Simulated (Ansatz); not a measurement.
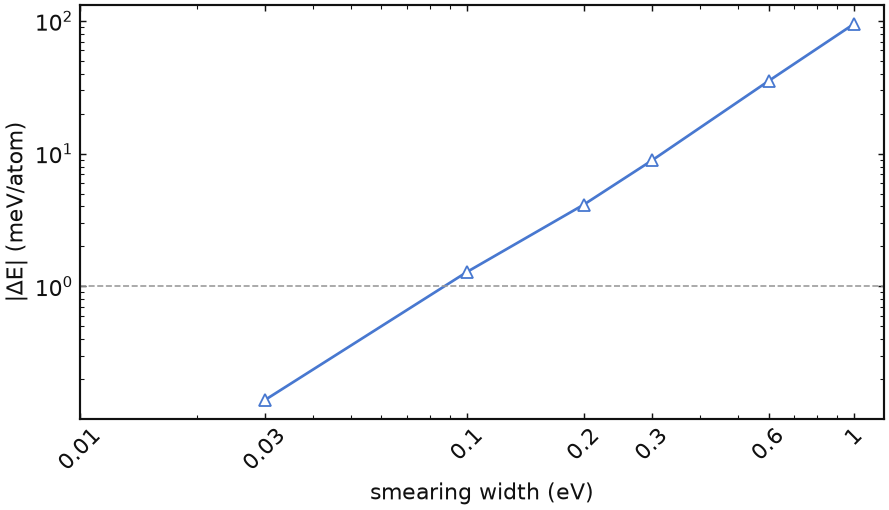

Convergence test: the smearing width is varied and all else is held.
- system: Al (Fm-3m, 1 atom in the cell)
- method: DFT, r2SCAN, plane waves (500 eV) with PAW, scalar-relativistic in Ansatz 0.2.0; 14×14×14 k-mesh, Gaussian smearing
ΔE is the free energy less its value at the smallest setting, 0.01 eV.
Dashed lines or grey bands mark the tolerance: 1 meV/atom.
On logarithmic panels, open markers lie below the reference value and filled ones above.

Q: What is enough for the free energy to 1 meV/atom?

A: The free energy is within 1 meV/atom of the smallest setting's value from 0.03 eV down. It is off by 96 meV/atom at 1 eV, 8.9 meV/atom at 0.3 eV and 1.3 meV/atom at 0.1 eV (always below it). The free energy falls with the width because it holds the −TS term of the fractional occupations.
